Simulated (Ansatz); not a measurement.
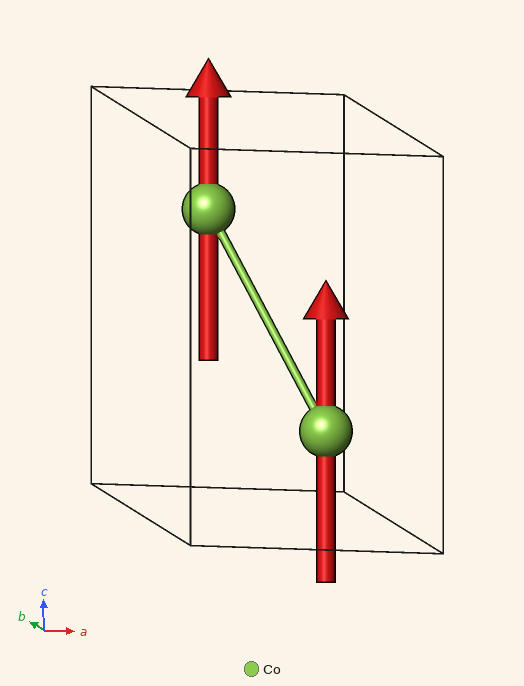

An orthographic ball-and-stick view of the structure, slightly off an axis. The simulation cell is outlined; an atom on or near a face, edge or corner is repeated at each equivalent position. Arrows are the site magnetic moments above 0.25 μB; longer means larger, and red and blue are up and down (without spin-orbit coupling the axis itself is arbitrary).

This is the state reached for Co. Level of theory and settings: Ansatz, DFT PBEsol, scalar-relativistic, plane waves, PAW, E_cut = 420 eV, k-mesh 18×18×8, Gaussian smearing of 0.15 eV, collinear spins.

Q: Name the magnetic order and give the moments.

A: Ferromagnetic (within this cell). Site moments: 2 Co +1.6 μB. The net spin moment of the whole cell is 3.1 μB.

The structure was taken from a structure listed in the Materials Project. The structure drawn was relaxed with Ansatz 0.2.0, DFT PBEsol, scalar-relativistic, plane waves, PAW.
